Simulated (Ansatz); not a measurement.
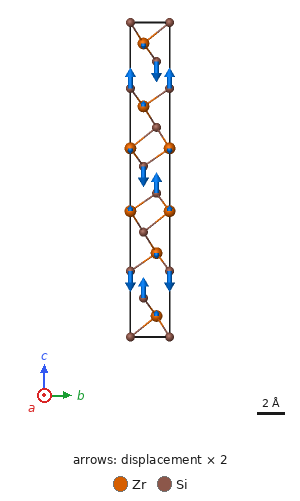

This is a relaxation of crystalline Zr₂Si₃ (built on the tetradymite_166 type) (coarse preliminary run). The starting structure is drawn; blue arrows show the displacements (the part carried along by the change of the cell is left out), magnified 2 times.

A ball-and-stick model of the conventional cell (3 times the calculation's cell), seen along the a axis. Lengths and directions refer to the drawn axes.

Case: tetradymite type (R-3m, No. 166).

All numbers below come from Ansatz 0.2.0, DFT PBE, scalar-relativistic, plane waves, PAW. (plane-wave cutoff 420 eV; k-point mesh 6 × 6 × 6; occupations gaussian; smearing width 0.1 eV; no spin polarisation; cell and atoms relaxed; force threshold 0.04 eV/Å; at most 70 steps)

### Atoms of which element are displaced furthest, and by how much?

Silicon: up to 0.79 Å, against 0.21 Å for zirconium.

### Describe the change and its energy.

The energy falls by 5.706 eV per cell of the calculation in 10 accepted moves (12 points after the start). The largest force component goes from 5.8 to 0.0069 eV/Å. Pressure: 42.47 GPa at the start and 0.01 GPa at the end. At 2 points the geometry stayed and the basis and grid were re-selected for the new cell (energy shift of 24.4 meV per cell of the calculation at most each time). The largest moves relative to the cell, 0.79 Å, are those of Si atoms. Largest moves by element: Si 0.79 Å, Zr 0.21 Å. The volume changes by +14.2 %, with a = b 3.391 → 3.962 Å (+16.8 %), c 23.578 → 19.729 Å (−16.3 %). Near-neighbour distances that change, for instance: Si–Zr 3.895 → 2.922 Å, Zr–Zr 3.391 → 3.962 Å, Si–Si 2.813 → 2.290 Å, Si–Zr 2.377 → 2.852 Å. New bonds form: Si–Si (2.81 → 2.29 Å), Si–Zr (3.90 → 2.92 Å). Among the angles between lasting bonds that change: Zr–Si–Zr 95.0° → 87.9°, Si–Zr–Si 85.0° → 92.1°, Zr–Si–Zr 85.0° → 92.1°. The space group stays R-3m (No. 166). Cost: 51 s on 1 thread of Arm Neoverse V1, on a shared host, peak memory 0.38 GiB.
